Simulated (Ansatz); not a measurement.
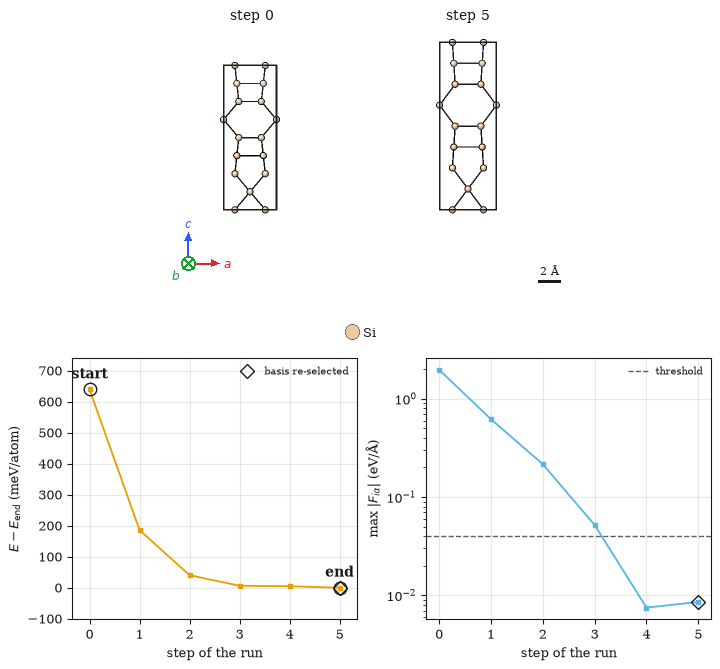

First and last geometry of a relaxation of crystalline Si (a generated structure, set up in I4_1/amd) (coarse preliminary run), with the history of the run. Style: ball-and-stick. Shown: the conventional cell (2 times the calculation's cell), along the b axis. Lengths and directions refer to the drawn axes.

Theory: DFT PBE, scalar-relativistic, plane waves, PAW in Ansatz 0.2.0.

The input:
```yaml
crystal:
  lattice:
    - [-2.47404514, 2.47404514, 6.74782974]
    - [2.47404514, -2.47404514, 6.74782974]
    - [2.47404514, 2.47404514, -6.74782974]
  atoms:
    - { symbol: Si, position: [0.78711204, 0.78711204, 0.57422408] }
    - { symbol: Si, position: [0.21288796, 0.21288796, 0.42577592] }
    - { symbol: Si, position: [0.53711204, 0.46288796, 0.5] }
    - { symbol: Si, position: [0.96288796, 0.03711204, 0.5] }
    - { symbol: Si, position: [0.96288796, 0.46288796, 0.92577592] }
    - { symbol: Si, position: [0.53711204, 0.03711204, 0.07422408] }
    - { symbol: Si, position: [0.21288796, 0.78711204, 0.0] }
    - { symbol: Si, position: [0.78711204, 0.21288796, 0.0] }
    - { symbol: Si, position: [0.375, 0.625, 0.75] }
    - { symbol: Si, position: [0.875, 0.625, 0.25] }
    - { symbol: Si, position: [0.375, 0.125, 0.75] }
    - { symbol: Si, position: [0.375, 0.625, 0.25] }
basis:
  ecutwfc: 420
kpoints:
  mp_grid: { grid: [6, 6, 6] }
hamiltonian:
  xc: pbe
scf:
  occupations: { method: gaussian, width: 0.1 }
  lower_state_search: "off"
output:
  forces: true
  stress: true
  eigenvalues: true
relax:
  adjacent_minimum: "off"
  f_tol: 0.04
  max_steps: 70
  cell: { stress_tol: 0.4 }
```

Run as
```bash
ansatz run input.yaml --threads 1 --pin off --max-ram 2560MiB --backend cpu --events-out ev --progress --plain --runs-dir out
```

Q: Read the history and describe the run.

A: It converged. The energy falls by 639 meV per atom in 4 accepted moves (5 points after the start). Largest force component: 2 eV/Å at the start, 0.0086 eV/Å at the end. The pressure goes from 50.92 to 0.22 GPa. The SCF was repeated once at an unchanged geometry on a basis and grid sized afresh for the cell, which shifted the energy by 5.0 meV per atom at most. The largest moves relative to the cell, 0.098 Å, are those of 8 atoms (Si1, Si2, Si3, Si4 and others). Si2 goes along [1 1 0]. Cell: a = b 4.948 → 5.308 Å (+7.3 %), c 13.496 → 15.648 Å (+16.0 %). Volume +33.4 %. Some distances before and after: Si1–Si2 2.979 → 3.392 Å, Si1–Si7 2.107 → 2.398 Å, Si1–Si10 2.213 → 2.441 Å, Si11–Si12 2.474 → 2.654 Å. Bond angles that change, for instance: Si10–Si4–Si11 118.3° → 125.4°, Si2–Si11–Si8 79.9° → 73.2°, Si2–Si11–Si4 100.1° → 106.8°. The space group stays I4_1/amd (No. 141).

```json
{"step": "0", "E − E(0), meV/atom": "0.00", "largest force component, eV/Å": "1.9784", "pressure, GPa": "50.92", "volume, Å³/atom": "13.768", "note": ""}
{"step": "1", "E − E(0), meV/atom": "-453.46", "largest force component, eV/Å": "0.6195", "pressure, GPa": "21.54", "volume, Å³/atom": "15.667", "note": ""}
{"step": "2", "E − E(0), meV/atom": "-598.99", "largest force component, eV/Å": "0.2159", "pressure, GPa": "7.73", "volume, Å³/atom": "17.171", "note": ""}
{"step": "3", "E − E(0), meV/atom": "-632.99", "largest force component, eV/Å": "0.0520", "pressure, GPa": "1.46", "volume, Å³/atom": "18.092", "note": ""}
{"step": "4", "E − E(0), meV/atom": "-634.45", "largest force component, eV/Å": "0.0075", "pressure, GPa": "-0.03", "volume, Å³/atom": "18.371", "note": ""}
{"step": "5", "E − E(0), meV/atom": "-639.40", "largest force component, eV/Å": "0.0086", "pressure, GPa": "0.22", "volume, Å³/atom": "18.371", "note": "same geometry, new basis"}
```
